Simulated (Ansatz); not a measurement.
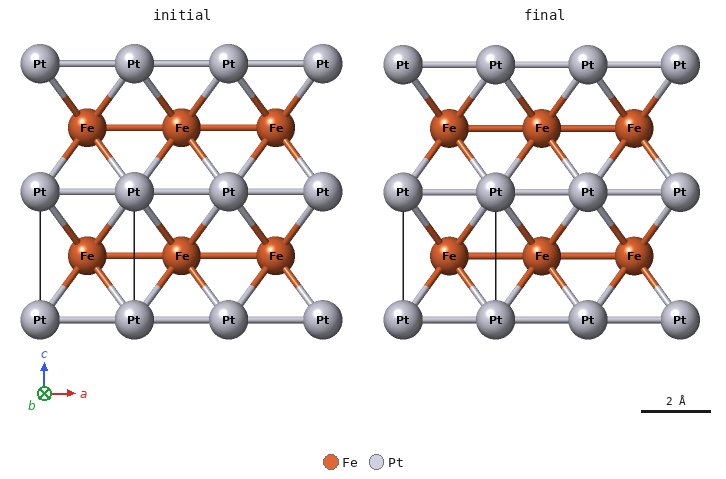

The structure of solid FePt (built on the FePt-type type) before (left) and after (right) a relaxation, at one scale.

Style: ball-and-stick. Shown: the cell of the calculation, repeated 3 × 1 × 2 with one cell outlined, along the b axis.

These are results of DFT PBEsol, scalar-relativistic, plane waves, PAW (Ansatz), not measurements. Set-up: plane-wave cutoff 420 eV; k-point mesh 12 × 12 × 10; occupations gaussian; smearing width 0.05 eV; collinear spin; cell and atoms relaxed; force threshold 0.01 eV/Å; at most 60 steps.

Describe what moved and what it gained.

Answer. The energy falls by 17.7 meV per atom in 4 accepted moves (5 points after the start). All forces vanish by symmetry, so only the cell relaxes. Pressure: −8.87 GPa at the start and 0.00 GPa at the end. At 1 point the geometry stayed and the basis and grid were re-selected for the new cell (energy shift of 0.3 meV per atom at most each time). No atom moves by more than 0.005 Å relative to the cell. The drawn cell changes as follows: a = b 2.742 → 2.688 Å (−1.9 %), c 3.727 → 3.712 Å (−0.4 %); the volume changes by −4.2 %. Near-neighbour distances that change, for instance: Fe–Fe 2.742 → 2.688 Å, Pt–Pt 2.742 → 2.688 Å, Fe–Pt 2.689 → 2.657 Å. The space group stays P4/mmm (No. 123).
